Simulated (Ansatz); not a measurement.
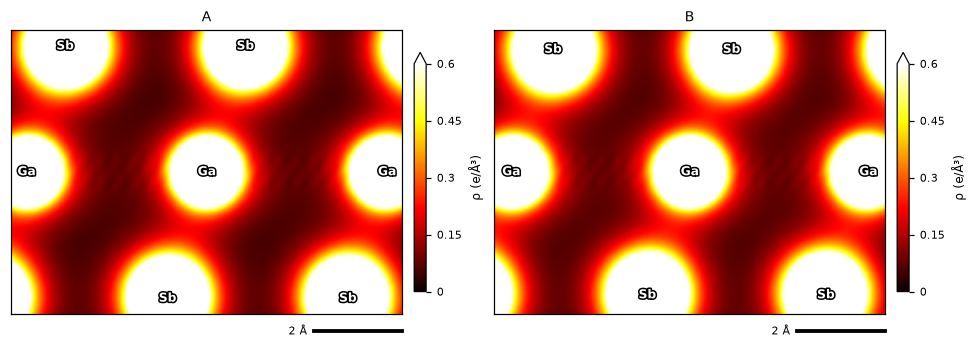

GaSb. The valence electron density of two cells that differ in size and shape, on the (110) plane of each (indices in the axes of the calculation cell), at one length scale and on one colour scale: A has 22.7 Å³ an atom and B 21.5.

Space group Immm; a point of a scan over the structure, not its minimum; a structure from a database of computed crystals, not necessarily the ambient phase; PAW files of the earlier set (soft_1).

Computed with DFT PBE, scalar-relativistic, plane waves, PAW in Ansatz.

Core electrons are frozen (PAW), and the valence fields are smoothed inside the atomic spheres.

The larger cell:

```yaml
crystal:
  lattice:
    - [-1.63392, 2.50279, 2.78075]
    - [1.63392, -2.50279, 2.78075]
    - [1.63392, 2.50279, -2.78075]
  atoms:
    - { symbol: Ga, position: [0.00000, 0.00000, 0.00000] }
    - { symbol: Sb, position: [0.50000, 0.50000, 0.00000] }
```

The smaller cell: a = 4.043 Å, b = 4.043 Å, c = 4.043 Å, α = 135.02°, β = 103.64°, γ = 93.25°.

### What does the compression do to the bonding and the properties?

From the larger cell to the smaller, Ga–Sb goes from 2.99 to 2.94 Å, and the density at its midpoint from 0.23 to 0.24 e/Å³; the pressure goes from 3.5 to 8 GPa.
